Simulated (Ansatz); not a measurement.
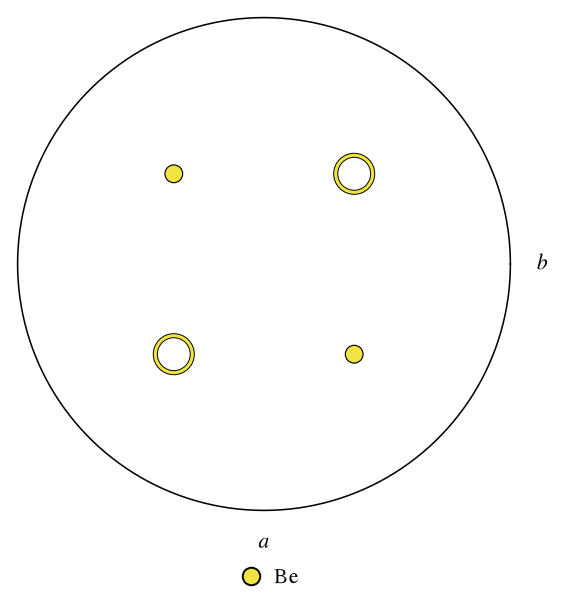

For BeTe, coordinates from a relaxation with DFT, LDA, plane waves, PAW (Ansatz): directions from one tellurium atom at (1/4, 1/4, 3/4) to its bonded neighbours, in stereographic projection down c (filled: above the plane of the page or in it, open: below). Symmetry computed with spglib at a tolerance of 0.002 Å; standard conventional cell.

Neighbours are counted up to 2.85 Å for Be.

```
CELL_PARAMETERS angstrom
5.55487 0.00000 0.00000
0.00000 5.55487 0.00000
0.00000 0.00000 5.55487
ATOMIC_POSITIONS crystal
Be 0.00000 0.00000 0.00000
Te 0.25000 0.25000 0.75000
Be 0.00000 0.50000 0.50000
Te 0.25000 0.75000 0.25000
Be 0.50000 0.00000 0.50000
Te 0.75000 0.25000 0.25000
Be 0.50000 0.50000 0.00000
Te 0.75000 0.75000 0.75000
```

How many neighbours are there, and at what angles?

4: 4 Be at 2.41 Å. Angles between bonds: 109° (6×).

What is the site's symmetry in the crystal?

Point group -43m (Td), order 24: three −4 axes, four threefold axes, six mirror planes. In No. 216, F-43m this is Wyckoff position 4d.
